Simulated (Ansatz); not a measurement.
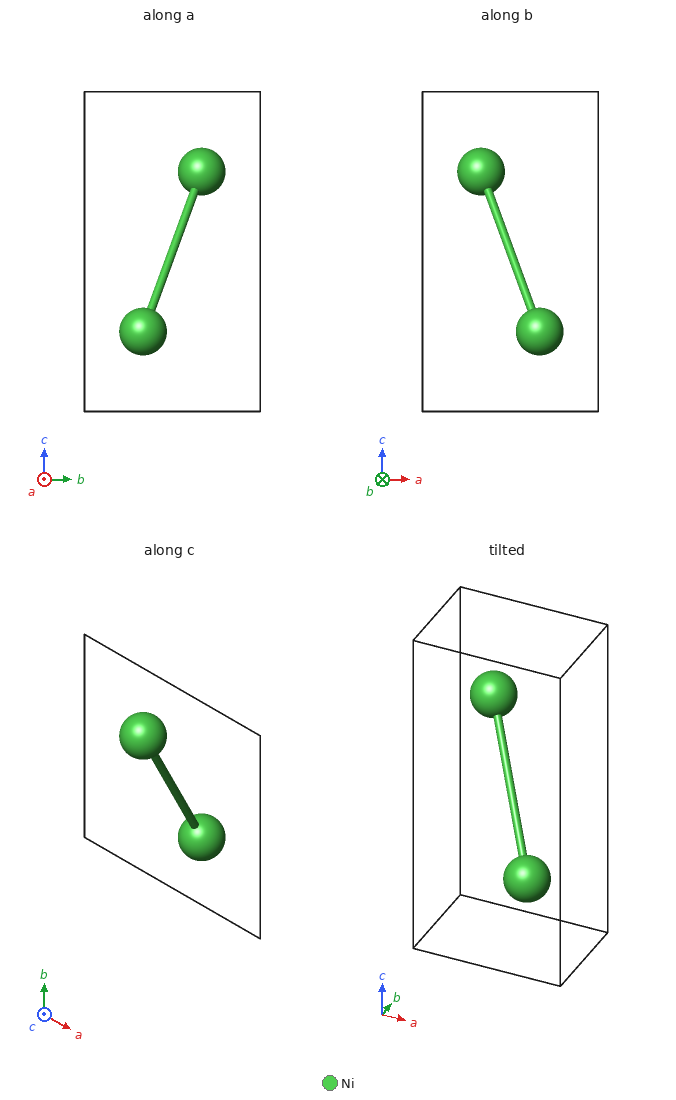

Ball-and-stick drawing of the structure, looking along the a axis, along the b axis, along the c axis and slightly off an axis. The parallelepiped is the conventional unit cell.

Lattice parameters: a = 2.5893 Å, b = 2.5893 Å, c = 4.0816 Å, α = 90.000°, β = 90.000°, γ = 120.000°.

Q: Convert the drawing into a CIF with its space group and independent sites.

A:
```cif
data_structure
_symmetry_space_group_name_H-M 'P 63/m m c'
_symmetry_Int_Tables_number 194
_cell_length_a 2.5893
_cell_length_b 2.5893
_cell_length_c 4.0816
_cell_angle_alpha 90.000
_cell_angle_beta 90.000
_cell_angle_gamma 120.000
_cell_volume 23.70
loop_
_atom_site_label
_atom_site_type_symbol
_atom_site_symmetry_multiplicity
_atom_site_Wyckoff_symbol
_atom_site_fract_x
_atom_site_fract_y
_atom_site_fract_z
_atom_site_occupancy
Ni1 Ni 2 d 0.3333 0.6667 0.7500 1
```

It goes back to a structure type filled with this element by a generator (whether the element takes this form wasn't checked). It was relaxed at fixed volume with DFT HSE06, scalar-relativistic, plane waves, PAW in Ansatz.
